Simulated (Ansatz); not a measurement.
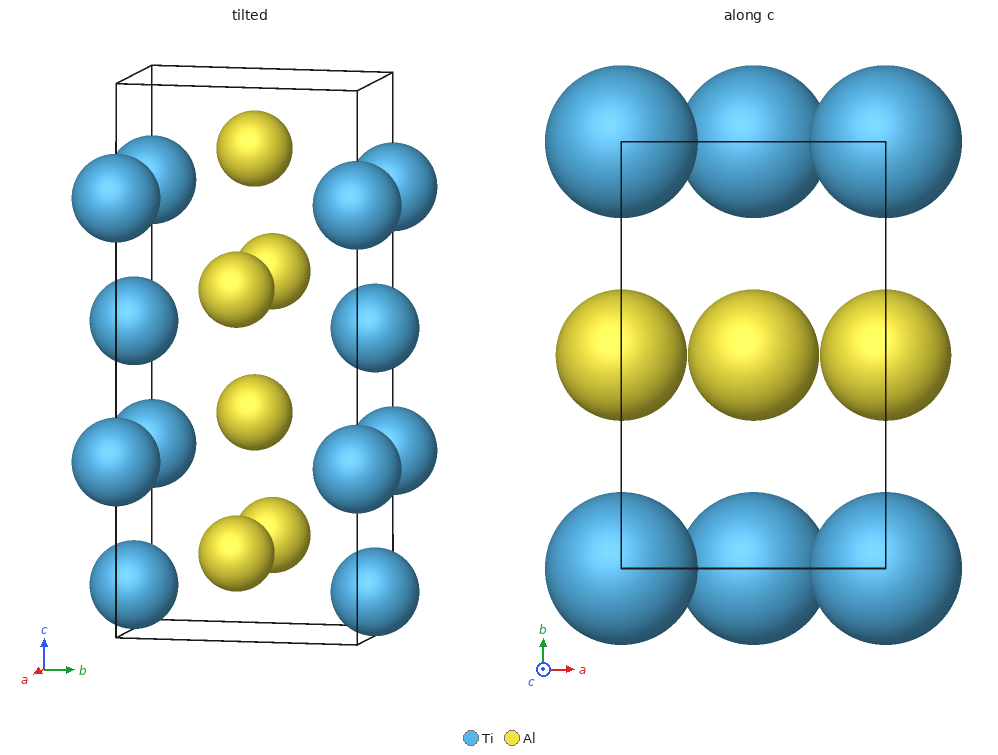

View slightly off an axis and along the c axis, drawn as a spheres-only model. Thin lines show the conventional unit cell, with boundary atoms drawn in all their periodic places. Cell: a = 2.869 Å, b = 4.634 Å, c = 10.437 Å, α = 90.00°, β = 90.00°, γ = 90.00°.

The formula is TiAl. The symmetry is that of Pmm2 (No. 25), on a primitive orthorhombic lattice. The cell comprises 4 formula units: 4 Ti, 4 Al.

The model was built from a structure listed in the Materials Project. The cell was then strained or its atoms displaced on purpose. Ansatz was used for an electronic-structure calculation on it.

At this level of theory the run's own cell isn't at rest (forces up to 0.7 eV/Å), so its distances can differ from those at equilibrium, the more so the softer the solid.
